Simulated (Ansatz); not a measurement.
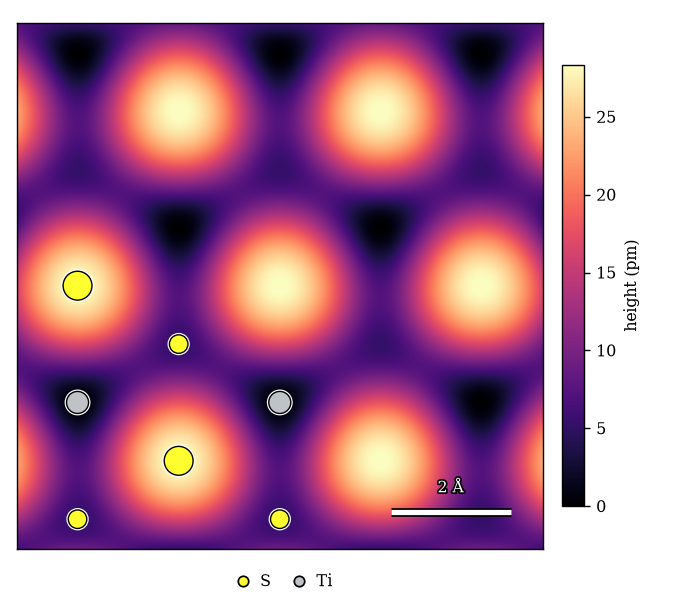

Constant-current image at a set point of 2.4 × 10⁻⁵ e/Å³ of monolayer TiS2, sample bias −2.00 V. The atoms seen from above are drawn over one corner (deeper ones smaller).

The STM signal is simulated in the Tersoff–Hamann approximation. Bias windows are sharp sums over the levels of the k mesh.

The calculation used DFT PBE+D3(BJ), scalar-relativistic, plane waves, PAW (Ansatz). Cutoff 420 eV, 30 × 30 k-points, Gaussian smearing 0.05 eV, dipole correction. No spin polarisation. No Hubbard term, so a correlated insulator may come out metallic.

What lies under the maxima and minima of this image?

Answer. The brightest spots lie over the top S atoms; the darkest points are over the Ti atoms 1.4 Å below the top plane. The corrugation is 28 pm at a mean tip height of 3.5 Å.
